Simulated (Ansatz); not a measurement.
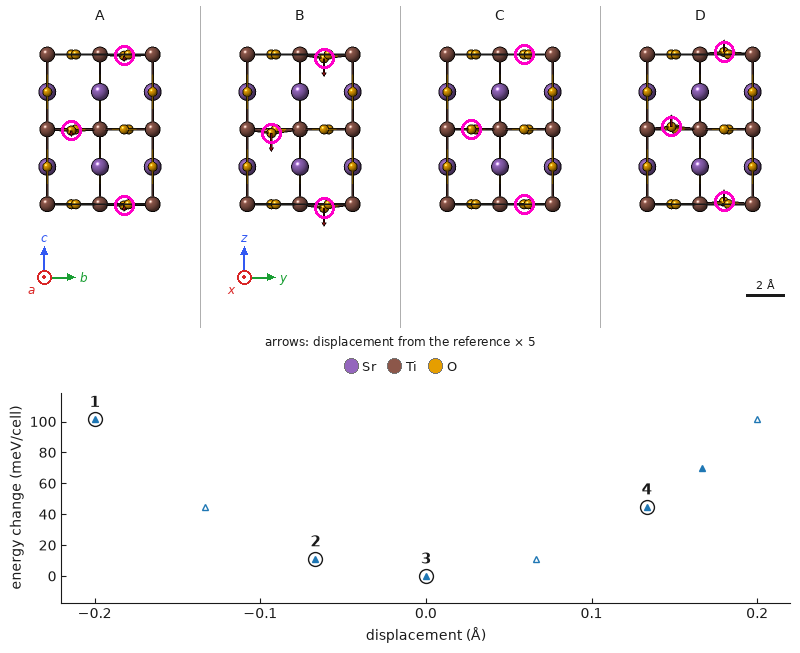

Solid SrTiO3 (I4/mcm): an O atom (one in each cell of 10 atoms) is moved along Cartesian [0 0 1], all else fixed. The frames are shuffled; the numbered points of the plot belong to them. Hollow markers are points alike by symmetry, not computed again. The picture is a ball-and-stick view of the conventional cell (2 times the calculation's cell), seen along the a axis. The ringed atoms are those of the scanned coordinate. Red arrows: displacements from the reference. Lengths and directions refer to the drawn axes.

Method: DFT PBE, scalar-relativistic, plane waves, PAW (Ansatz). Settings: plane-wave cutoff 420 eV; k-point mesh 8 × 8 × 8; occupations gaussian; smearing width 0.05 eV; no spin polarisation. Energies (free energies at the smearing named) are counted from the relaxed crystal.

Q: Which frame belongs to which numbered point?

A: Point 1 is frame B (the displacement −0.20 Å, 101.4 meV/cell); 2 is frame A (the displacement −0.0667 Å, 11.2 meV/cell); 3 is frame C (the displacement 0.00 Å, 0.0 meV/cell); 4 is frame D (the displacement 0.1333 Å, 44.7 meV/cell). The lowest computed point lies at the displacement 0.00 Å (0.0 meV/cell). The curvature at zero is about 5 eV/Å². The well is symmetric. The distortion takes the space group from I4/mcm to Cm.
